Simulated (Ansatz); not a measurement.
# CoSi2/AlP/CoSi2: predicting the conductance of a thicker barrier

How it was computed: Ansatz 0.2.0, plane waves with PAW datasets, PBE. Interfaces are relaxed in a short slab (with D3(BJ) where the barrier is layered), set between ideal electrode layers that go on as semi-infinite leads, and the zero-bias conductance G at 300 K comes from T(E) on a typed mesh. The error is the largest of the program's estimates from energy step, mesh, the leads' potential steps and neutrality; its separate bound for narrow resonances between the energies solved isn't counted and can be far larger. The lower electrode is CoSi2 (fluorite 111), the upper CoSi2 (fluorite 111) and the barrier AlP (zinc blende 111), on a net of side 3.79 Å; d is the distance between the electrodes' last planes.

What is known so far:

| planes in the barrier | d (Å) | G (S/m²) | error (%) | lead step (meV) |
| --- | --- | --- | --- | --- |
| 4 | 8.89 | 3.86e13 | 7 | 6 |
| 6 | 12.12 | 8.71e12 | 8 | 6 |
| 8 | 15.34 | 2.04e12 | 8 | 6 |
| 12 | 21.80 | 1.31e11 | 8 | 6 |

Q: A further run has 14 planes, d = 25.02 Å. Fit G ∝ exp(−βd) to the rows shown and predict its conductance.

A: Take y = ln G: 31.28, 29.80, 28.34 and 25.60. The means are d = 14.54 Å and y = 28.75; Σ(Δd Δy) = −40.07 and Σ(Δd)² = 91.13, so the slope is −0.440 Å⁻¹ (β = 0.440 Å⁻¹). At d = 25.02 Å, y = 28.75 − 0.440 × 10.48 = 24.14, or G = 3.06e10 S/m².

Check: The run gave 3.43e10 S/m², with an error estimate of 7 % and a lead step of 6 meV. The prediction is 0.892 times that, too low by 11 %. That lies within the runs' own error estimates, carried through the fit.

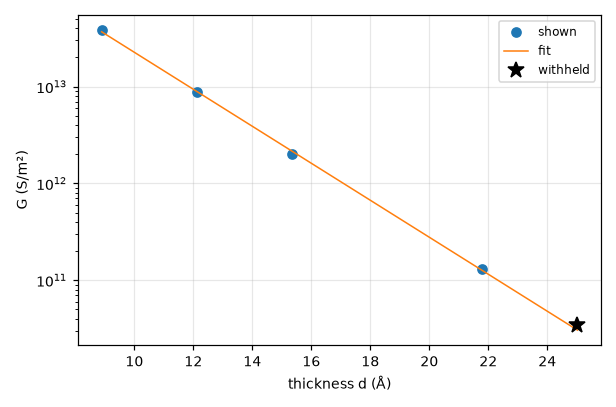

Fit and withheld run.

**Limits.** The interfaces are ideal, one cell wide, strained to a common net and relaxed from one registry with their symmetry kept. PBE's gaps are too small, so true decay constants are likely larger where the Fermi level lies deep in a gap. No spin-orbit coupling, phonons, disorder or image charges enter. The rows shown are chosen by tests on error estimates (under 100 to 120 %), lead steps (under 150 meV, though the program warns over 25), intact interfaces and, for fits, a steady trend in the rows shown; the data set holds 414 series of this kind, and not all pass.
